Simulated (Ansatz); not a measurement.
Given this structure:

```
Ni Ge
1.0
     3.85842    0.00000    0.00000
    -1.92921    3.34149    0.00000
     0.00000    0.00000    9.63211
Ni Ge
7 4
Direct
  0.00000 0.00000 0.37349
  0.00000 0.00000 0.87875
  0.00000 0.00000 0.12125
  0.00000 0.00000 0.62651
  0.66667 0.33333 0.50000
  0.33333 0.66667 0.24711
  0.33333 0.66667 0.75289
  0.66667 0.33333 0.23742
  0.66667 0.33333 0.76258
  0.33333 0.66667 0.00000
  0.33333 0.66667 0.50000
```

Work out the structure from the coordinates.

The formula is Ni₇Ge₄. It is primitive hexagonal, space group P-6m2 (No. 187). With Z = 1, the cell contains 7 Ni, 4 Ge. Ge takes three kinds of site: 2i with ten Ni at 2.23 to 2.58 Å; 1c with eight Ni at 2.38 to 2.52 Å; 1d with eleven Ni at 2.23 to 2.54 Å. Taking every contact within bonding distance, one finds Ni 11 to 14 (mean 11.9). The bonds build a three-dimensional framework.

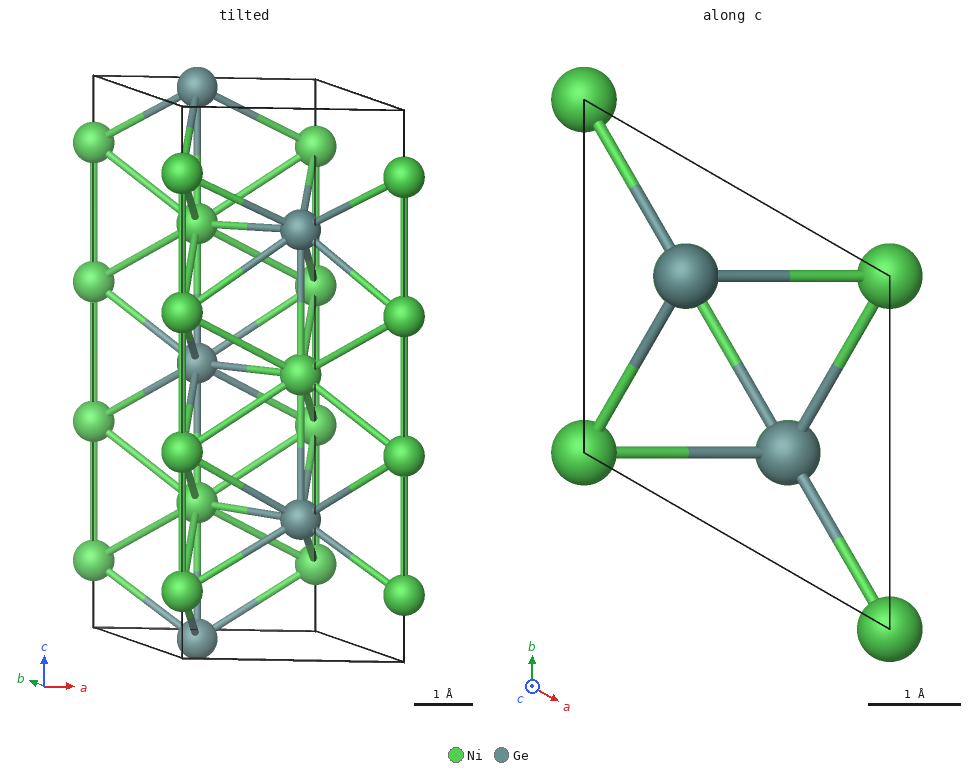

This ball-and-stick model is shown slightly off an axis and along the c axis. Lines trace the edges of the conventional unit cell. Colours: nickel green, germanium teal.

Starting structure: a structure listed in the Materials Project. It was relaxed at fixed volume with DFT PBEsol, scalar-relativistic, plane waves, PAW (Ansatz 0.2.0).

At this level of theory the run's own cell isn't at rest (compressed, at 13 GPa), so its distances can differ from those at equilibrium, the more so the softer the solid.
